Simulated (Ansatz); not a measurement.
Input

```
crystal:
  lattice:
    - [0.0, -3.2346532658, 0.0]
    - [1.6173266329, -1.6173266329, -2.5338794537]
    - [4.8519798987, -1.6173266329, 2.5338794537]
  atoms:
    - { symbol: Sn, position: [0.5528543554, 0.3835187276, 0.5107725615] }
    - { symbol: Sn, position: [-0.0528543554, 0.1164812724, -0.0107725615] }
basis:
  ecutwfc: 420
kpoints:
  mp_grid: { grid: [22, 22, 22] }
hamiltonian:
  xc: pbesol
scf:
  occupations: { method: gaussian, width: 0.15 }
output:
  forces: true
  stress: true
  eigenvalues: true
  write_density: true
  write_potential: true
  elf: true
  volumetric_format: npy
```

Run with:

```sh
ansatz run input.yaml --threads 2 --pin off --max-ram 5120MiB --backend cpu --events-out ev --progress --plain --runs-dir out
```

Below, planes, directions and counts refer to the conventional cell (a = 6.01 Å, b = 3.23 Å, c = 6.01 Å, α = 90.00°, β = 114.90°, γ = 90.00°).

Space group C2/m.

Theory: DFT PBEsol, scalar-relativistic, plane waves, PAW (Ansatz).

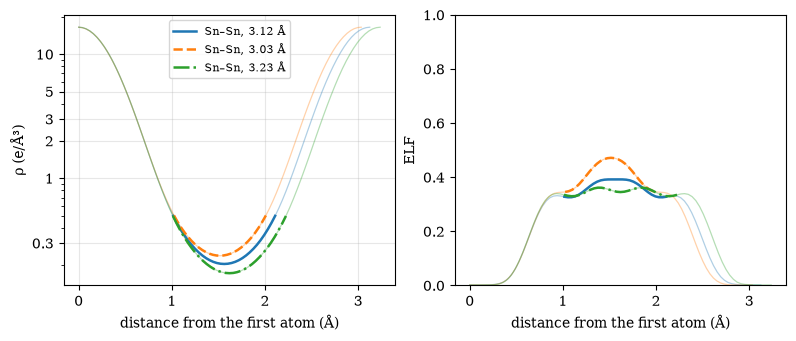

Sn. Valence electron density and electron localisation function along straight lines between neighbouring atoms. Thin, pale parts lie inside the atomic spheres.

In a PAW calculation such maps are meaningful between the atoms, not at the nuclei.

**What can be read from the curves?**

Sn–Sn (3.12 Å): ρ at the midpoint is about 0.2 e/Å³; the ELF is about 0.40 at the midpoint.
Sn–Sn (3.03 Å): ρ is about 0.24 e/Å³ halfway; the ELF is about 0.45 at the midpoint.
Sn–Sn (3.23 Å): ρ at the midpoint is about 0.17 e/Å³; the ELF is about 0.35 at the midpoint.
